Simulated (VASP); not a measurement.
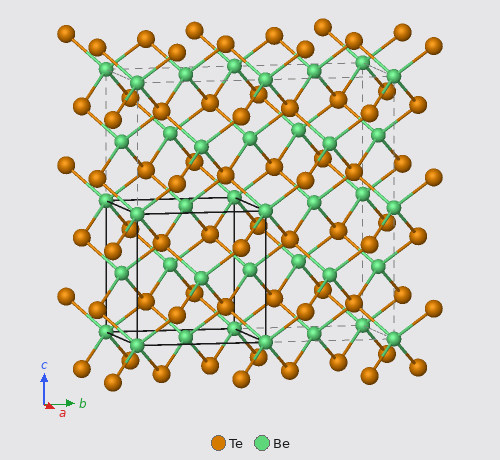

BeTe (space group F-43m, No. 216): coordinates from a relaxation with VASP Kohn-Sham DFT of a periodic cell, PBEsol0, VASP PAW PBE potentials, recommended in VASP 6.6.1.

Bonds are taken as Be–Te below 2.7 Å. Atoms with one bond or none are removed and atoms with two bonds are replaced by edges, until no such atom is left.

**What kind of net remains, and which atoms are its nodes?**

A uninodal 4-connected, three-periodic net: Te and Be are 4-connected nodes.

**Does the net have a name?**

It is the dia net, known from diamond, zinc blende and cristobalite.

**Is the net interpenetrated?**

It is a single net, without interpenetration.

**How many nodes does the smallest cycle have?**

Six.

The simplified net, drawn on the atoms' positions. Nodes are coloured by element. Edges to nodes outside the piece are drawn as stubs.

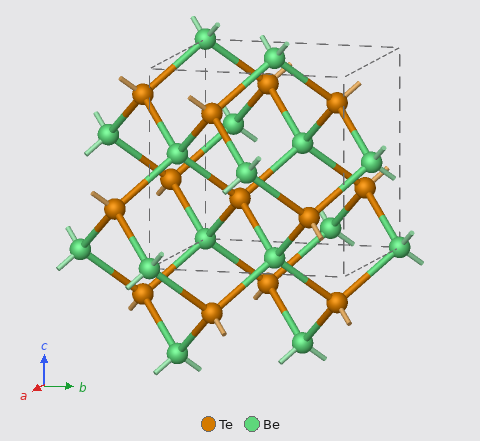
